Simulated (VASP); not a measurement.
ZnS (space group P6_3mc, No. 186). Coordinates: coordinates from a relaxation with VASP Kohn-Sham DFT of a periodic cell, PBEsol with D4, VASP PAW PBE potentials, recommended in VASP.

```cif
data_structure
_symmetry_space_group_name_H-M 'P6_3mc'
_symmetry_Int_Tables_number 186
_cell_length_a 3.7660
_cell_length_b 3.7660
_cell_length_c 12.3259
_cell_angle_alpha 90.000
_cell_angle_beta 90.000
_cell_angle_gamma 120.000
_cell_volume 151.39
loop_
_atom_site_label
_atom_site_type_symbol
_atom_site_symmetry_multiplicity
_atom_site_Wyckoff_symbol
_atom_site_fract_x
_atom_site_fract_y
_atom_site_fract_z
_atom_site_occupancy
Zn1 Zn 2 b 0.66667 0.33333 0.75003 1
Zn2 Zn 2 a 0.00000 0.00000 0.50011 1
S1 S 2 b 0.66667 0.33333 0.93757 1
S2 S 2 a 0.00000 0.00000 0.68729 1
```

Describe the stacking along c, with columns A (0, 0), B (1/3, 2/3), C (2/3, 1/3) of the hexagonal mesh.

Zn(A) – S(A) – Zn(B) – S(B) – Zn(A) – S(A) – Zn(C) – S(C) (eight layers in 12.33 Å).

S layers alone: ABAC, a mixed type, (ch) in Jagodzinski's notation.

Zn: four tetrahedral sites, counted in one hexagonal cell.

Polytype symbol 4H, the symbol of a tetrahedral polytype (number of double layers in the repeat and lattice).

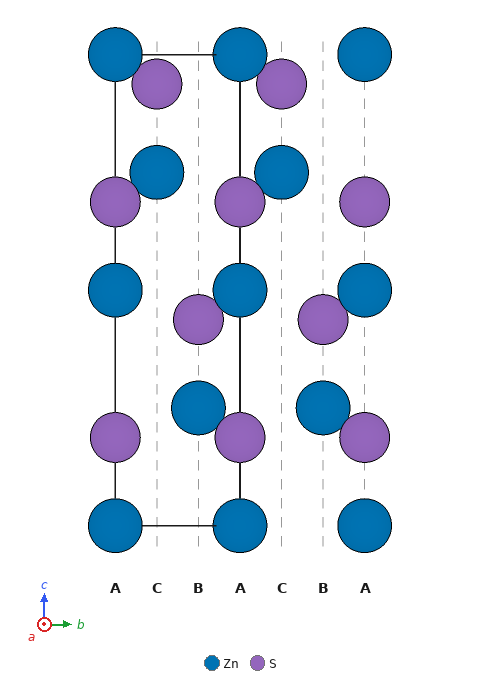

The picture looks along a close-packed row of the hexagonal mesh; c points upwards. The dashed lines mark the three columns A (0, 0), B (1/3, 2/3) and C (2/3, 1/3). The sequence starts with the first layer at or above the cell's origin.
